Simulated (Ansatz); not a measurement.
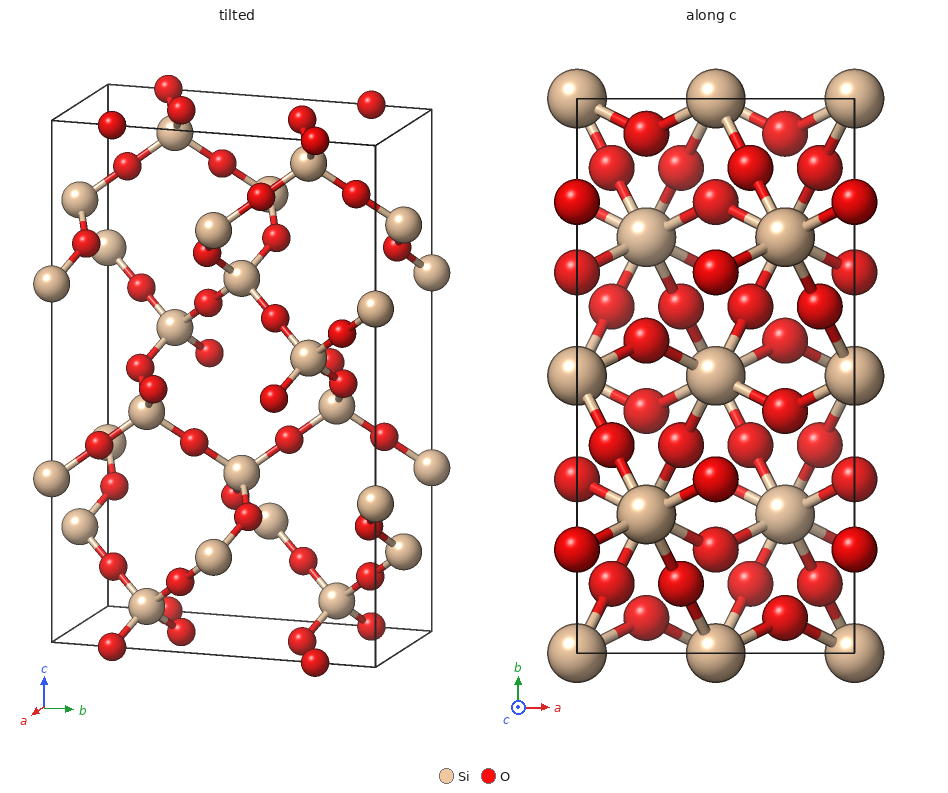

This ball-and-stick model is shown slightly off an axis and along the c axis. The lines enclose the conventional unit cell; boundary atoms appear with their images.

SiO2, space group Fddd (No. 70), a = 4.72 Å, b = 9.43 Å, c = 14.73 Å, α = 90.00°, β = 90.00°, γ = 90.00°.

Results below were computed with DFT r2SCAN, scalar-relativistic, plane waves, PAW (Ansatz 0.2.0); the settings were E_cut = 500 eV, k-points about 0.26 Å⁻¹ apart, Gaussian smearing of 0.02 eV, no spin polarisation.

Is it conducting or gapped at this level?

Answer. An insulator at this level, with a gap of 6.39 eV on the k-mesh (the true edges may lie between mesh points, so the gap can be somewhat smaller).

Give the pressure and its sign.

Answer. The computed pressure is 0.1 GPa, close to zero.

The structure comes from a structure listed in the Materials Project. Earlier steps of the study may have refined or changed the cell and positions. An electronic-structure calculation with Ansatz was run on it.
